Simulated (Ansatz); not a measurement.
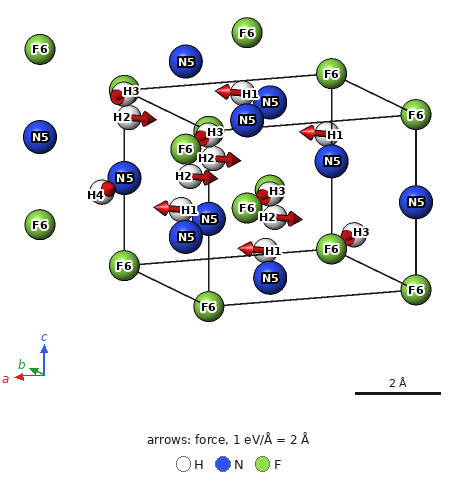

Starting geometry of solid H$_{4}$NF (built on the Ta4CoNi-97 type type) with the computed forces as red arrows. Style: ball-and-stick. Shown: the conventional cell (2 times the calculation's cell), repeated 1 × 2 × 1 with one cell outlined, from a free direction. Lengths and directions refer to the drawn axes.

The calculation used Ansatz 0.2.0, DFT, PBEsol, plane waves, PAW. (plane-wave cutoff 420 eV; k-point mesh 6 × 6 × 6; occupations fermi dirac; smearing width 0.03 eV; no spin polarisation; cell and atoms relaxed; force threshold 0.01 eV/Å; at most 120 steps)

### What follows when this structure is relaxed?

It isn't relaxed: the largest force vector, on H atoms, is 0.36 eV/Å. The atoms end up moving mostly along the starting forces (cosine between the two patterns 1.00). The largest moves relative to the cell, 0.45 Å, are those of H1, H2, H3 and H4. H3 goes along [1 −1 0]. F and N stay in place. The volume changes by −53.1 %, with a = b 5.316 → 3.546 Å (−33.3 %), c 4.249 → 4.477 Å (+5.4 %). The space group (tolerance 0.01 Å) goes from I422 (No. 97) to I4/mmm (No. 139). After 12 accepted moves (15 points after the start) the energy has fallen by 6.410 eV per cell of the calculation. The largest force component goes from 0.26 to under 0.0001 eV/Å. Pressure: −19.91 GPa at the start and −0.04 GPa at the end. The line search rejected the trial step at point 9 of the run. The SCF was repeated twice at an unchanged geometry on a basis and grid sized afresh for the cell, which shifted the energy by 13.7 meV per cell of the calculation at most.
